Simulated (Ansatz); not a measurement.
# HRu₁₂ (cell with a defect): what the fields show

Input

```
accuracy: low
crystal:
  lattice:
    - [5.4, 0.0, 0.0]
    - [-4.05, 7.014806, 0.0]
    - [0.0, 0.0, 4.2768]
  atoms:
    - { symbol: Ru, position: [0.0, 0.0, 0.0] }
    - { symbol: Ru, position: [0.1666667, 0.2222222, 0.5] }
    - { symbol: Ru, position: [0.0, 0.3333333, 0.0] }
    - { symbol: Ru, position: [0.1666667, 0.5555556, 0.5] }
    - { symbol: Ru, position: [0.0, 0.6666667, 0.0] }
    - { symbol: Ru, position: [0.1666667, 0.8888889, 0.5] }
    - { symbol: Ru, position: [0.5, 0.0, 0.0] }
    - { symbol: Ru, position: [0.6666667, 0.2222222, 0.5] }
    - { symbol: Ru, position: [0.5, 0.3333333, 0.0] }
    - { symbol: Ru, position: [0.6666667, 0.5555556, 0.5] }
    - { symbol: Ru, position: [0.5, 0.6666667, 0.0] }
    - { symbol: Ru, position: [0.6666667, 0.8888889, 0.5] }
    - { symbol: H, position: [0.8232835, 0.4381312, 0.739319] }
basis:
  ecutwfc: 420.0
kpoints:
  mp_grid: { grid: [2, 2, 3] }
hamiltonian:
  xc: pbe
scf:
  occupations: { method: fermi_dirac, width: 0.05 }
  lower_state_search: "off"
relax:
  f_tol: 0.08
  max_steps: 25
  adjacent_minimum: "off"
output:
  write_density: true
  write_potential: true
  elf: true
  volumetric_format: npy
```

Launched as:

```sh
ansatz run input.yaml --threads 2 --pin off --max-ram 5120MiB --backend cpu --events-out ev --progress --plain --runs-dir out
```

The fields are those of the relaxed geometry.

Computed without spin polarisation.

These are results of DFT PBE, scalar-relativistic, plane waves, PAW (Ansatz 0.2.0), not measurements.

The density is the valence pseudo-density of a PAW calculation; it isn't the true density close to the nuclei.

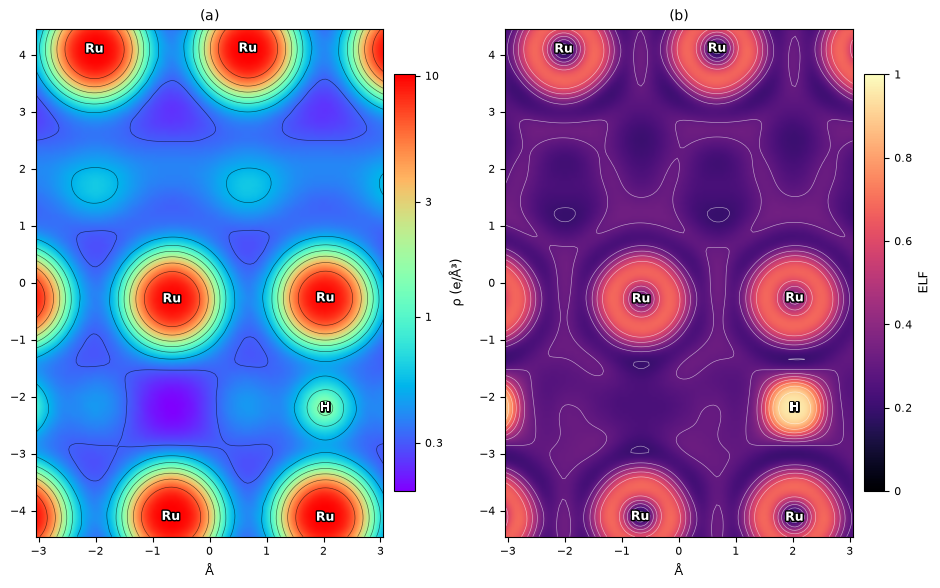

Figure 1. (a) valence pseudo-density; (b) ELF on the (011̄) plane of the calculation cell.

What do the fields say about this system?

The section cuts through Ru and H sites.
Ru–H (1.93 Å): the density is about 0.82 e/Å³ at the midpoint; the ELF climbs to about 0.95 towards the hydrogen.
Ru–Ru (2.71 Å): ρ is about 0.39 e/Å³ halfway; the ELF is about 0.30 at the midpoint: no localised pair shows between them.
Between the atoms the lowest density in this plane is 0.19 e/Å³.
The features right at Ru lie inside the PAW spheres, where the map follows smoothed inner orbitals and isn't to be read closely.

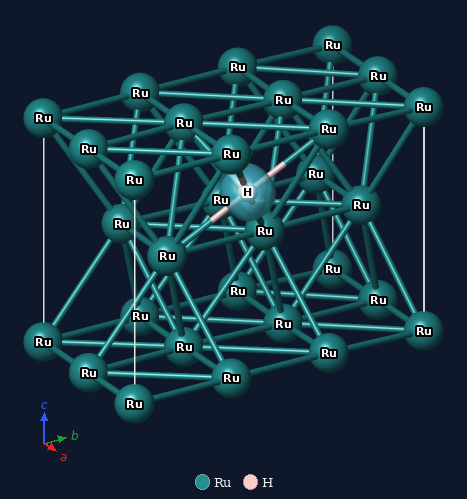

Figure 2. Isosurface of the electron localisation function at 0.6 (cyan), seen slightly off an axis. Core shells and regions of very low density are left out. Sticks mark near contacts.

Where are the electrons localised?

At this value the surface marks out one region around a hydrogen nucleus, counted in one cell of 13 atoms. Any copies at cell faces, edges or corners count once. Along the contacts the grid gives the following. Ru–H (1.92 Å): the ELF climbs to about 0.95 towards the hydrogen. Ru–Ru (2.61 Å): the ELF is about 0.35 at the midpoint.

Metal or insulator at this level of theory?

It is gapless in this calculation (a metal or semimetal).
